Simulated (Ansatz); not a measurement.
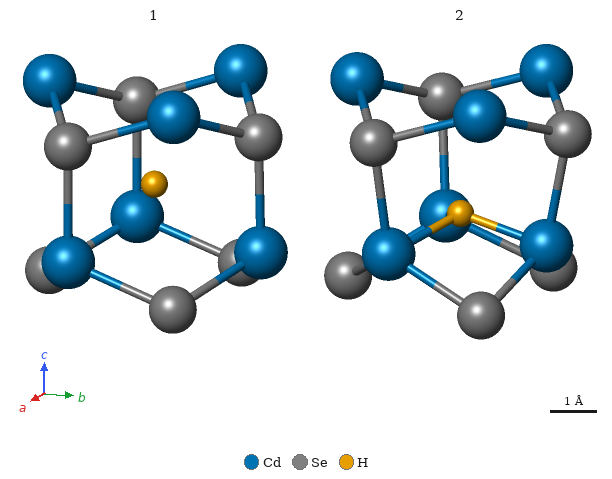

Two geometries of a defect cell of composition Cd48Se48H (cell charge −1), drawn at one scale. One is the start of a relaxation, the other its converged end. The picture is a ball-and-stick view of the atoms within 5.0 Å of the atom that moves most (axes of the cell of the calculation (origin shifted)), seen slightly off an axis.

Level of theory: DFT, PBEsol, PAW, plane waves in Ansatz 0.2.0. Settings: plane-wave cutoff 420 eV; k-point mesh 1 × 1 × 1; mesh shifted by (0.25, 0.25, 0.25); no spin polarisation; atoms relaxed in a fixed cell; force threshold 0.03 eV/Å; at most 80 steps.

Which geometry has the lower energy?

Answer. Structure 2 is the relaxed one. The H atom moves most: 0.68 Å along −c. By element the largest moves are H 0.68 Å, Cd 0.50 Å, Se 0.26 Å. The lattice vectors keep their values. Among the contacts that change: Cd–H 2.845 → 2.076 Å, Cd–H 2.850 → 2.107 Å, Cd–H 2.833 → 2.165 Å, Cd–Se 2.696 → 2.638 Å. New bonds form: Cd–H (2.85 → 2.08 Å), Cd–H (2.85 → 2.11 Å). Over 6 geometry steps the energy falls by 1.310 eV per cell of the calculation. The largest force component goes from 0.67 to 0.015 eV/Å.

Limits of the set-up: the cell is charged, on a uniform background, and energies carry no finite-size correction.
